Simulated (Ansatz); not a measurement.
## k-point convergence of GW for ZnSe (Stilleite)

Wanted: mesh convergence of the gap correction in ZnSe (Stilleite).

Calculated with Ansatz 0.2.0; G0W0 on PBE, plane waves, PAW; PAW set soft_1.

### 1. Set-up

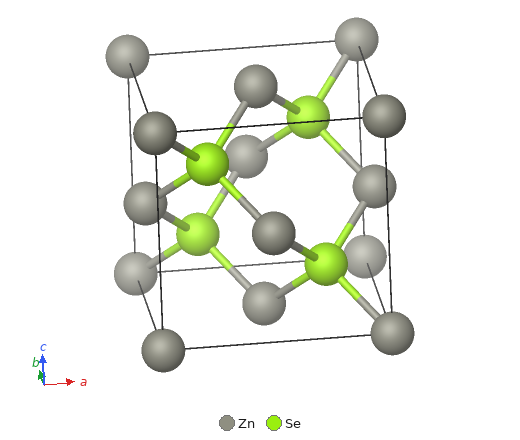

The cell as given, slightly off an axis (zinc grey, selenium green). This picture shows the conventional cell, with its axes. Bonds to atoms that aren't drawn are left out. Some periodic images of atoms are drawn too.

Structure file:

```cif
data_structure
_symmetry_space_group_name_H-M 'F-43m'
_symmetry_Int_Tables_number 216
_cell_length_a 5.6676
_cell_length_b 5.6676
_cell_length_c 5.6676
_cell_angle_alpha 90.000
_cell_angle_beta 90.000
_cell_angle_gamma 90.000
_cell_volume 182.05
loop_
_atom_site_label
_atom_site_type_symbol
_atom_site_symmetry_multiplicity
_atom_site_Wyckoff_symbol
_atom_site_fract_x
_atom_site_fract_y
_atom_site_fract_z
_atom_site_occupancy
Zn1 Zn 4 a 0.00000 0.00000 0.00000 1
Se1 Se 4 d 0.25000 0.25000 0.75000 1
```

The cell and positions come from the Crystallography Open Database and are kept as given unless a step says otherwise.

### 2. The 4×4×4 mesh

G0W0 replaces the xc potential by the self-energy, built once from these orbitals. Only a window of levels is corrected, while the sums run over the empty bands that the input names. This step takes PAW set soft_1 files.

Input file input.yaml:

```yaml
crystal:
  lattice:
    - [0.0, 2.8338, 2.8338]
    - [2.8338, 0.0, 2.8338]
    - [2.8338, 2.8338, 0.0]
  atoms:
    - { symbol: Zn, position: [0.0, 0.0, 0.0] }
    - { symbol: Se, position: [0.25, 0.25, 0.25] }
kpoints:
  mp_grid: { grid: [4, 4, 4] }
hamiltonian:
  xc: pbe
  pseudopotentials: { kind: paw, azcp: { folder: soft_1 } }
scf:
  occupations: { method: fixed }
gw:
  n_empty_bands: 103
  ecut_chi: 100
  qp_bands: [v2, c2]
  qp_kpoints: band_edges
  screening: { model: contour_deformation }
```

Started as:

```sh
$ ansatz run input.yaml --threads 3 --pin off --max-ram 92160MiB --backend cuda --events-out ev --progress --plain --runs-dir out --devices 1 --max-vram 13GiB
```

Numbers of over 12 decimals in the logs are rounded to 6 here.

What it wrote:

```text
GPUs: using 1 of 1 available (devices: 1).
Engine: ansatz 0.2.0, x86_64-unknown-linux-gnu
Pseudopotentials: kind: paw
Pseudopotential: Zn, paw, valence charge 12, recommended cutoff 420 eV (normal), soft_1/Zn.paw.azcp
Pseudopotential: Se, paw, valence charge 16, recommended cutoff 420 eV (normal), soft_1/Se.paw.azcp
Functional definition: PBE
  parameter kappa = 0.804
  parameter beta = 0.066725
  exchange = pbe_x(kappa = kappa, mu = beta*pi^2/3)
  correlation = pbe_c(beta = beta)
device memory: the entry about to start is reckoned to put 0.8 GiB on a device that reports 45.3 GiB free (of which the cap on the GPU budget leaves the run 13.0 GiB)
GPU FFT provider: cuFFT
GPU libraries: cuBLAS 13.8.2, cuFFT 12.4.0, cuSOLVER 12.3.4
Crystal: 2 atoms, lattice volume = 45.513 Å³
Basis set: ecut = 420 eV, 893 PW (Γ)
Bands: 18, of which v1, the nominal top of the filled ones, is band 14 counted from 1 (13 counted from 0)
Symmetry: 24 space group operations
Space group: F-43m (ITA 216), of the structure as read, at distance tolerance 3.6e-5 Å
k-points: 8 of 64 (time reversal used)
Non-local potential: Zn, projectors of the file, l = 0: 2, l = 1: 2, l = 2: 3, l = 3: 1
Non-local potential: Se, projectors of the file, l = 0: 2, l = 1: 2, l = 2: 3, l = 3: 1
PAW form: soft (Blöchl's): semilocal exchange-correlation on the pseudo side does not see the compensation charge
PAW one-centre angular grid: Zn, 590 points (default); XC on 64 Gauss nodes
PAW one-centre angular grid: Se, 590 points (default); XC on 64 Gauss nodes
Initial density: superposition of atomic densities (chi_scale 0.1, normalization cell, long waves kept (reshape's long-wave potential 0.00 eV rms))
Initial wavefunctions: pseudopotential atomic-orbital guess
GPU buffer pool allocated for 19683 grid points (all kernels)
GPU transforms: local potential and band sums: pruned to the plane-wave sphere, on 25×27×27
Functional: x = pbe(κ = 0.804, μ = 0.219515), c = pbe(β = 0.066725)
SCF iter   1: F=—  HF=-8789.797132 eV  |F-HF|=—  |Δ(HF+E_count)|=         —  Δρ=6.17e-2  dr2=1.04e0  ethr=3.10e-3  ⟨swp⟩=4.5  Hψ=693  notcnv=0  defer=9
preconditioner: auto → none  [insulator: Δε(μ)=1.156 eV  Ē_g=12.737 eV  n_scr=14 (ndim 8)  ℏωp=23.4 eV  f_vac=0.060  ε∞_Penn≈4.4]
SCF iter   2: F=—  HF=-8789.559638 eV  |F-HF|=—  |Δ(HF+E_count)|=   2.37e-1  Δρ=2.53e-2  dr2=1.92e-1  ethr=3.10e-3  ⟨swp⟩=2.9  Hψ=316  notcnv=0  defer=12
SCF iter   3: F=—  HF=-8789.476228 eV  |F-HF|=—  |Δ(HF+E_count)|=   8.34e-2  Δρ=1.25e-2  dr2=3.75e-2  ethr=6.85e-4  ⟨swp⟩=2.0  Hψ=294  notcnv=0  defer=10
SCF iter   4: F=—  HF=-8789.470631 eV  |F-HF|=—  |Δ(HF+E_count)|=   5.60e-3  Δρ=2.66e-3  dr2=1.87e-3  ethr=1.34e-4  ⟨swp⟩=2.1  Hψ=295  notcnv=0  defer=11
SCF iter   5: F=—  HF=-8789.471030 eV  |F-HF|=—  |Δ(HF+E_count)|=   3.99e-4  Δρ=9.11e-4  dr2=2.72e-4  ethr=6.68e-6  ⟨swp⟩=2.5  Hψ=243  notcnv=0  defer=12
SCF iter   6: F=—  HF=-8789.471095 eV  |F-HF|=—  |Δ(HF+E_count)|=   6.55e-5  Δρ=7.61e-5  dr2=2.17e-6  ethr=9.71e-7  ⟨swp⟩=2.0  Hψ=276  notcnv=0  defer=12
SCF iter   7: F=—  HF=-8789.471094 eV  |F-HF|=—  |Δ(HF+E_count)|=   1.01e-6  Δρ=2.97e-5  dr2=3.82e-7  ethr=7.76e-9  ⟨swp⟩=2.0  Hψ=256  notcnv=0
SCF iter   8: F=-8789.471094 eV  HF=-8789.471094 eV  |F-HF|=2.26e-8  |Δ(HF+E_count)|=   6.91e-8  Δρ=1.13e-5  dr2=3.16e-8  ethr=3.57e-10  ⟨swp⟩=5.0  Hψ=629  notcnv=0
SCF 1 converged in 8 iterations: F = -8789.471094 eV  dr2 = 3.16e-8
[...]
device memory: the entry about to start is reckoned to put 1.3 GiB on a device that reports 44.9 GiB free (of which the cap on the GPU budget leaves the run 13.0 GiB)
NSCF: frozen V_eff on 8 k-points
[...]
device memory: the entry about to start is reckoned to put 2.0 GiB on a device that reports 45.0 GiB free (of which the cap on the GPU budget leaves the run 13.0 GiB)
NSCF: frozen V_eff on 8 k-points
G₀W₀ screening: q 1/8
[... further progress lines ...]
device memory: the entry about to start is reckoned to put 0.3 GiB on a device that reports 51.6 GiB free (of which the cap on the GPU budget leaves the run 13.0 GiB)
NSCF: frozen V_eff on 1 k-points
SCF converged after 8 iterations
Free energy (F): -8789.471094 eV
Harris-Foulkes:  -8789.471094 eV  (|F-HF|=2.26e-8)
Internal energy: -8789.471094 eV  (E = F + TS)
E sigma→0 (E₀):  -8789.471094 eV
Fermi energy:    6.571547 eV
--- Per-component energies (eV) ---
  E_band       = -387.255272
  E_kinetic    = 258.605262
  E_local      = -4841.105883  (includes V_loc(G=0)·N_el)
  E_nonlocal   = 466.100587
  E_hartree    = 2239.727035
  E_xc         = -163.617565
  E_vxc        = -141.509393  (∫ρ·V_xc dr)
  E_paw        = -4028.237027  (= ΣΔE_a)
  E_vpaw       = -608.804415  (= ΣTr[D̂ρ^β])
  E_aug_tail   = -0.000658  (compensation charges beyond the density's cutoff)
  E_ewald      = -2720.942845
  E_smearing   = -0.000000  (= −TS)
  E_closure    = -0.000000  (closes the sum)
  Σ components = -8789.471094   (vs F -8789.471094, Δ=0.00e0)
--- Band table (eV; the first three rows and the last of 8) ---
  k-point 0: bands = [... 10 lower, 0.3688, 6.5715, 6.5715, 6.5715, 7.8437, 12.3580, 12.3580, 12.3580]
  k-point 1: bands = [... 10 lower, 0.3689, 3.5166, 6.0928, 6.0928, 9.3014, 12.9914, 12.9914, 13.1239]
  k-point 2: bands = [... 10 lower, 0.5286, 1.3321, 5.7003, 5.7003, 9.0970, 12.9407, 12.9407, 15.1300]
  k-point 7: bands = [... 10 lower, 0.6704, 1.8718, 3.8029, 3.9014, 12.0424, 12.1048, 13.5197, 14.2738]
--- G₀W₀: contour deformation, 7 samples at zero and on the imaginary axis and 2 off it, 64 q-points, 103 empty bands' worth ---
  eigenvalues of the whole cell's RPA ε∞ on this k-mesh (on a slab, of 1 + 4πα/V) = 13.6603, 13.6603, 13.6603; static W/v taken at q = 0 is 0.073205
  gw.qp_kpoints: band_edges: 7 of 8 stored k-points solved, in 1 pass; an edge of the gap read off the rows below is read off those points alone
    valence top: of the k-points left out ik 5 came nearest to being solved in a further pass, in band 14 (counted from 1, as in the quasiparticle table): it holds the edge there only if its correction is more favourable than any solved in that band by at least 0.913 eV; those differ by 0.094 eV
    conduction bottom: of the k-points left out ik 5 came nearest to being solved in a further pass, in band 15 (counted from 1, as in the quasiparticle table): it holds the edge there only if its correction is more favourable than any solved in that band by at least 2.429 eV; those differ by 0.423 eV
    ik  band        ε_KS         Σx   Σc(E_QP)       V_xc       Z   E_QP_lin       E_QP  E_QP is
     0    13      6.5715   -21.9636     2.4428   -18.8638  0.7525     5.8972     5.9146  root
     0    14      6.5715   -21.9636     2.4428   -18.8638  0.7525     5.8972     5.9146  root
     0    15      7.8437    -9.5176    -3.9298   -13.8337  0.7765     8.2346     8.2299  root
     0    16     12.3580    -6.9147    -4.4532   -11.6435  0.7612    12.6362    12.6335  root
     1    13      6.0928   -21.0947     2.4820   -17.9308  0.7501     5.3914     5.4109  root
     1    14      6.0928   -21.0947     2.4820   -17.9308  0.7501     5.3914     5.4109  root
     1    15      9.3014    -8.9730    -4.0663   -13.4090  0.7717     9.6756     9.6712  root
     1    16     12.9914    -7.1678    -4.5731   -12.0171  0.7544    13.2702    13.2677  root
     2    13      5.7003   -20.4469     2.5436   -17.2019  0.7474     4.9776     4.9990  root
     2    14      5.7003   -20.4469     2.5436   -17.2019  0.7474     4.9776     4.9990  root
     2    15      9.0970    -8.7963    -4.0069   -13.1475  0.7742     9.4450     9.4413  root
     2    16     12.9407    -7.1338    -4.4428   -11.7934  0.7571    13.1591    13.1575  root
     3    13      5.3176   -19.9885     2.6049   -16.6585  0.7445     4.5687     4.5926  root
     3    14      5.3176   -19.9885     2.6049   -16.6585  0.7445     4.5687     4.5926  root
[...]
6    16     10.0193    -8.9177    -3.8985   -13.0644  0.7721    10.2693    10.2674  root
     7    13      3.8029   -20.3803     3.2830   -16.2508  0.7261     2.9146     2.9564  root
     7    14      3.9014   -16.7546     2.6220   -13.3882  0.7318     3.1279     3.1569  root
     7    15     12.0424    -8.0674    -3.9883   -12.1054  0.7645    12.0922    12.0921  root
     7    16     12.1048   -10.1055    -4.7342   -15.4024  0.7432    12.6814    12.6676  root
```

Elapsed: 11 s, on 1 × NVIDIA H100 80GB HBM3 (shared by 6 runs) with 3 threads of AMD EPYC 7R13 (Zen 3), shared host; peak memory 1 GiB.

This step gave:

* bands summed: 117
* RPA ε∞ on this mesh (eigenvalues): 13.66, 13.66, 13.66
* plane waves in the screening matrix: 113
* q-points in the mesh: 64
* G0W0 gap on the mesh: 2.315 eV
* k of the valence top: 0, 0, 0
* k of the conduction bottom: 0, 0, 0
* starting gap on the mesh: 1.272 eV
* Z at the valence top: 0.7525
* Z at the conduction bottom: 0.7765
* least direct G0W0 gap on the computed points: 2.315 eV

The gap on the mesh goes from 1.27 eV to 2.32 eV, a correction of +1.04 eV. Between the two edge states, bare exchange in place of the xc potential would open the gap by 7.42 eV, and correlation takes back 6.37 eV.

### 3. The 6×6×6 mesh

Only the mesh changes. It samples the long-range screening, which converges on its own terms.

Edit input.yaml of step 2 so:

```diff
@@ -9,3 +9,3 @@
 kpoints:
-  mp_grid: { grid: [4, 4, 4] }
+  mp_grid: { grid: [6, 6, 6] }
 hamiltonian:
```

What it wrote:

```text
GPUs: using 1 of 1 available (devices: 1).
[...]
GPU FFT provider: cuFFT
GPU libraries: cuBLAS 13.8.2, cuFFT 12.4.0, cuSOLVER 12.3.4
Crystal: 2 atoms, lattice volume = 45.513 Å³
Basis set: ecut = 420 eV, 893 PW (Γ)
Bands: 18, of which v1, the nominal top of the filled ones, is band 14 counted from 1 (13 counted from 0)
[... 1 set-up line as in the run before ...]
[...]
k-points: 16 of 216 (time reversal used)
[...]
GPU buffer pool allocated for 19683 grid points (all kernels)
[...]
SCF iter   1: F=—  HF=-8789.866734 eV  |F-HF|=—  |Δ(HF+E_count)|=         —  Δρ=6.16e-2  dr2=1.05e0  ethr=3.10e-3  ⟨swp⟩=4.5  Hψ=1409  notcnv=0  defer=24
[...]
SCF iter   8: F=-8789.532596 eV  HF=-8789.532596 eV  |F-HF|=3.05e-8  |Δ(HF+E_count)|=   1.12e-7  Δρ=1.25e-5  dr2=3.89e-8  ethr=3.57e-10  ⟨swp⟩=3.2  Hψ=1226  notcnv=0
SCF 1 converged in 8 iterations: F = -8789.532596 eV  dr2 = 3.89e-8
[...]
0    13      6.5448   -21.8076     2.2250   -18.8852  0.7644     5.8333     5.8474  root
     0    14      6.5448   -21.8076     2.2250   -18.8852  0.7644     5.8333     5.8474  root
     0    15      7.8279    -9.8091    -3.6043   -13.8307  0.7918     8.2489     8.2452  root
     0    16     12.3510    -6.9755    -4.3436   -11.6489  0.7730    12.6836    12.6808  root
     1    13      6.2920   -21.3509     2.2611   -18.3763  0.7629     5.5633     5.5786  root
     1    14      6.2920   -21.3509     2.2611   -18.3763  0.7629     5.5633     5.5786  root
     1    15      9.0899   -10.0160    -3.6780   -14.0974  0.7847     9.4969     9.4933  root
     1    16     12.4158    -7.6970    -4.3065   -12.3082  0.7705    12.7232    12.7206  root
[...]
12    13      4.3580   -18.3308     2.6219   -14.9110  0.7447     3.5356     3.5601  root
    12    14      4.3580   -18.3308     2.6219   -14.9110  0.7447     3.5356     3.5601  root
    12    15      9.5320    -7.0757    -3.5454   -10.6440  0.7955     9.5549     9.5549  root
    12    16     10.0068    -9.0050    -3.7658   -13.0760  0.7849    10.3141    10.3120  root
[key lines of the parts left out:]
SCF converged after 8 iterations
Free energy (F): -8789.532596 eV
Fermi energy:    6.544767 eV
```

Run time: 20 s. Hardware: 1 × NVIDIA H100 80GB HBM3 (shared by 6 runs) with 3 threads; peak memory 1.1 GiB; 25 s of CPU time.

This step gave:

```
bands summed                                 : 117
RPA ε∞ on this mesh (eigenvalues)            : 8.529, 8.529, 8.529
plane waves in the screening matrix          : 113
q-points in the mesh                         : 216
G0W0 gap on the mesh                         : 2.398 eV
k of the valence top                         : 0, 0, 0
k of the conduction bottom                   : 0, 0, 0
starting gap on the mesh                     : 1.283 eV
Z at the valence top                         : 0.7644
Z at the conduction bottom                   : 0.7918
least direct G0W0 gap on the computed points : 2.398 eV
```

Against the run with 4×4×4 mesh, 103 empty bands, screening to 100 eV, PAW set soft_1 files, the gap moves by +0.08 eV.

### 4. The 8×8×8 mesh

Edit input.yaml of step 3 so:

```diff
@@ -9,3 +9,3 @@
 kpoints:
-  mp_grid: { grid: [6, 6, 6] }
+  mp_grid: { grid: [8, 8, 8] }
 hamiltonian:
```

What it wrote:

```text
GPUs: using 1 of 1 available (devices: 1).
[...]
GPU FFT provider: cuFFT
GPU libraries: cuBLAS 13.8.2, cuFFT 12.4.0, cuSOLVER 12.3.4
Crystal: 2 atoms, lattice volume = 45.513 Å³
Basis set: ecut = 420 eV, 893 PW (Γ)
Bands: 18, of which v1, the nominal top of the filled ones, is band 14 counted from 1 (13 counted from 0)
[... 1 set-up line as in the run before ...]
[...]
k-points: 29 of 512 (time reversal used)
[...]
1    16     12.2887    -7.3848    -4.2635   -11.9710  0.7780    12.6137    12.6114  root
[...]
28    13      3.7810   -20.4321     3.2091   -16.3022  0.7376     2.8285     2.8601  root
    28    14      3.8790   -16.7665     2.5422   -13.4116  0.7432     3.0440     3.0663  root
    28    15     12.0240    -8.0712    -3.9155   -12.1142  0.7786    12.1518    12.1514  root
    28    16     12.0861   -10.1118    -4.6599   -15.4061  0.7555    12.7330    12.7204  root
[key lines of the parts left out:]
SCF converged after 8 iterations
Free energy (F): -8789.537778 eV
Fermi energy:    6.541389 eV
```

It took 24 s on 1 × NVIDIA H100 80GB HBM3 (shared by 6 runs) with 3 threads; peak memory 1.2 GiB; 33 s of CPU time.

This step gave:

- bands summed: 117
- RPA ε∞ on this mesh (eigenvalues): 7.378, 7.378, 7.378
- plane waves in the screening matrix: 113
- G0W0 gap on the mesh: 2.422 eV
- k of the valence top: 0, 0, 0
- k of the conduction bottom: 0, 0, 0
- starting gap on the mesh: 1.285 eV
- least direct G0W0 gap on the computed points: 2.422 eV

Against the run with 6×6×6 mesh, 103 empty bands, screening to 100 eV, PAW set soft_1 files, the gap moves by +0.02 eV.

### 5. The 10×10×10 mesh

Edit input.yaml of step 4 so:

```diff
@@ -9,3 +9,3 @@
 kpoints:
-  mp_grid: { grid: [8, 8, 8] }
+  mp_grid: { grid: [10, 10, 10] }
 hamiltonian:
```

What it wrote:

```text
GPUs: using 1 of 1 available (devices: 1).
[...]
GPU FFT provider: cuFFT
GPU libraries: cuBLAS 13.8.2, cuFFT 12.4.0, cuSOLVER 12.3.4
Crystal: 2 atoms, lattice volume = 45.513 Å³
Basis set: ecut = 420 eV, 893 PW (Γ)
Bands: 18, of which v1, the nominal top of the filled ones, is band 14 counted from 1 (13 counted from 0)
[... 1 set-up line as in the run before ...]
[...]
k-points: 47 of 1000 (time reversal used)
[...]
1    16     12.2743    -7.2310    -4.2627   -11.8261  0.7804    12.6087    12.6067  root
[...]
46    13      3.8326   -20.1555     3.1256   -16.1135  0.7402     2.8892     2.9162  root
    46    14      3.9199   -16.9079     2.5373   -13.5506  0.7452     3.0796     3.0999  root
    46    15     11.5254    -7.7588    -3.8821   -11.7784  0.7853    11.6632    11.6629  root
    46    16     11.7551    -9.7021    -4.4307   -14.6903  0.7663    12.3204    12.3126  root
[key lines of the parts left out:]
SCF converged after 8 iterations
Free energy (F): -8789.538393 eV
Fermi energy:    6.540845 eV
```

Wall time 72 s (1 × NVIDIA H100 80GB HBM3 (shared by 6 runs) with 3 threads); peak memory 1.3 GiB; 2 min of CPU time.

This step gave:

| Item | Value |
| --- | --- |
| bands summed | 117 |
| RPA ε∞ on this mesh (eigenvalues) | 7.035, 7.035, 7.035 |
| plane waves in the screening matrix | 113 |
| G0W0 gap on the mesh | 2.426 eV |
| k of the valence top | 0, 0, 0 |
| k of the conduction bottom | 0, 0, 0 |
| starting gap on the mesh | 1.285 eV |
| least direct G0W0 gap on the computed points | 2.426 eV |

Against the run with 8×8×8 mesh, 103 empty bands, screening to 100 eV, PAW set soft_1 files, the gap moves by +0.004 eV.

### 6. The meshes together

Times are wall times on 1 × NVIDIA H100 80GB HBM3 (shared by 6 runs) with 3 threads of AMD EPYC 7R13 (Zen 3), shared host, good to a factor of about two.

| mesh | points | irreducible | start (eV) | G0W0 (eV) | shift (eV) | RPA ε∞ (mean) | time |
| --- | --- | --- | --- | --- | --- | --- | --- |
| 4×4×4 | 64 | 8 | 1.272 | 2.315 | +1.043 | 13.66 | 11 s |
| 6×6×6 | 216 | 16 | 1.283 | 2.398 | +1.115 | 8.53 | 20 s |
| 8×8×8 | 512 | 29 | 1.285 | 2.422 | +1.137 | 7.38 | 24 s |
| 10×10×10 | 1000 | 47 | 1.285 | 2.426 | +1.142 | 7.04 | 72 s |

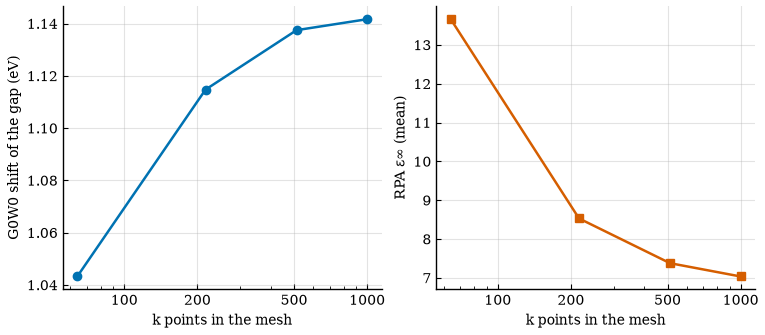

Shift and screening against the mesh.

### 7. Summary of results

| Quantity | Value |
| --- | --- |
| 4×4×4 | 2.315 eV (shift +1.043) |
| 6×6×6 | 2.398 eV (shift +1.115) |
| 8×8×8 | 2.422 eV (shift +1.137) |
| 10×10×10 | 2.426 eV (shift +1.142) |
| settings | PBE start, 103 empty bands, 100 eV |

**Reading.** The shift is +1.04 eV on 4×4×4 and +1.14 eV on 10×10×10; the last step moves it by +0.004 eV. The RPA ε∞ (mean) ranges from 7.04 to 13.66 and ends at 7.04; the coarsest mesh overstates it. From 64 to 1000 points the time grows 6.9-fold. Bands and cutoff are modest here, so the values stand off the basis limit. The many-body steps are scalar-relativistic: spin-orbit coupling is not in them.

[Paths, hosts, dates, memory and timing lines, banners, echoed tables and standing remarks are left out of the program output.]

[Logs are printed without paths, hosts, clocks, repeated set-up lines and the standing remarks that a program may print on its own settings, such as how far it seeks lower states.]

[Runs of the session that timed out or met a known fault of the program may be left out.]

[Cells called generated may have been cut or substituted from an entry of the Crystallography Open Database or the Materials Project.]

[Hosts, paths, dates, database ids (printed as entryN), source tags and the programs' standing remarks are cut or masked in the printed files.]
